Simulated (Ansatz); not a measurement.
The coordinates of a crystal:

```
CELL_PARAMETERS angstrom
5.67096 0.00000 -3.40266
-2.86774 -4.92985 -3.35949
-2.86774 4.92985 -3.35949
ATOMIC_POSITIONS crystal
C 0.47994 0.22997 0.72911
C 0.71168 0.96348 0.71174
C 0.96338 0.71183 0.71178
C 0.47900 0.47910 0.47903
C 0.22989 0.48002 0.72909
C 0.72911 0.23001 0.47999
C 0.97766 0.97776 0.47864
C 0.47992 0.72916 0.22989
C 0.22987 0.72916 0.47994
C 0.72910 0.48005 0.22994
C 0.98924 0.24691 0.24684
C 0.47859 0.97774 0.97766
C 0.24679 0.98926 0.24678
C 0.71172 0.71183 0.96342
C 0.97765 0.47867 0.97767
C 0.24679 0.24685 0.98920
C 0.63952 0.13943 0.63956
C 0.87969 0.87982 0.62707
C 0.13934 0.63966 0.63958
C 0.64689 0.39739 0.39731
C 0.39727 0.39736 0.64688
C 0.90114 0.15373 0.40336
C 0.15360 0.90118 0.40330
C 0.63955 0.63966 0.13937
C 0.39724 0.64692 0.39726
C 0.90113 0.40337 0.15364
C 0.13808 0.13822 0.13814
C 0.62698 0.87979 0.87972
C 0.40328 0.90118 0.15360
C 0.87970 0.62714 0.87975
C 0.15359 0.40335 0.90110
C 0.40332 0.15368 0.90111
O 0.00000 0.00000 0.00000
```

Q: Characterise the structure given above.

A: This is C32O. Counting shared atoms by their share gives 32 C, 1 O, or 33 atoms. Each O has one C at 1.40 Å. The bonds build C32O layers parallel to (111).

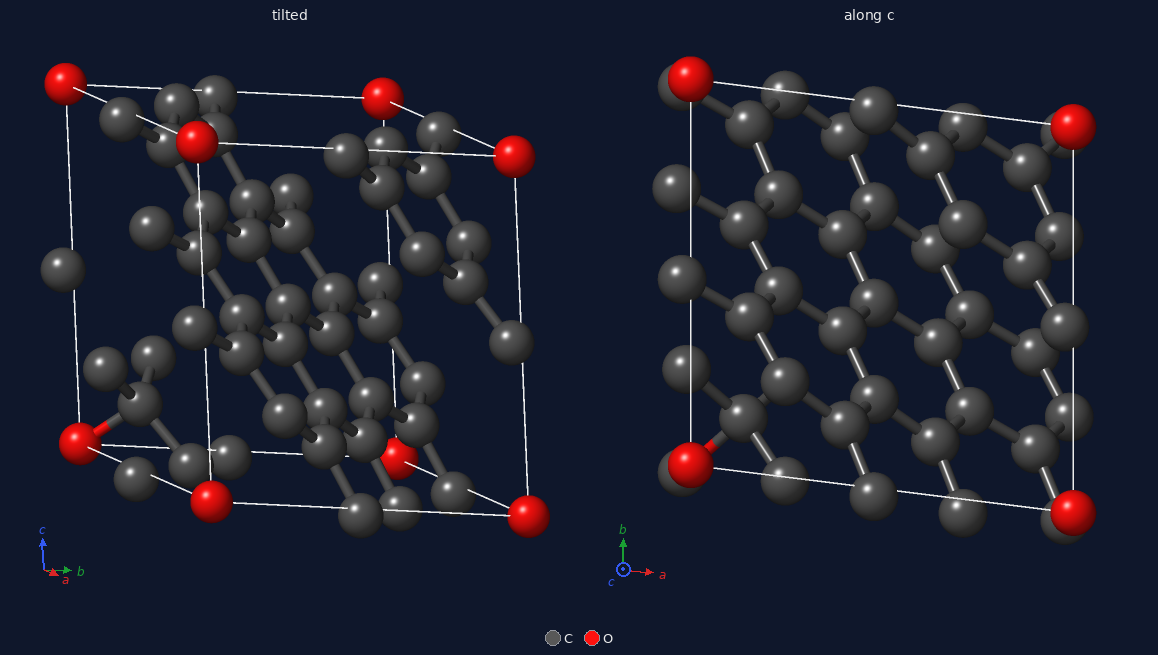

Crystal structure, ball-and-stick style, seen slightly off an axis and along the c axis. The frame is the simulation cell; atoms at its boundary are shown with their periodic copies. Colours: carbon dark grey, oxygen red.

The structure comes from a structure listed in the Materials Project, repeated into a supercell with a point defect put in. The cell was then strained or its atoms displaced on purpose. The atoms were relaxed in a fixed cell with Ansatz, DFT PBE+D3(BJ), scalar-relativistic, plane waves, PAW.
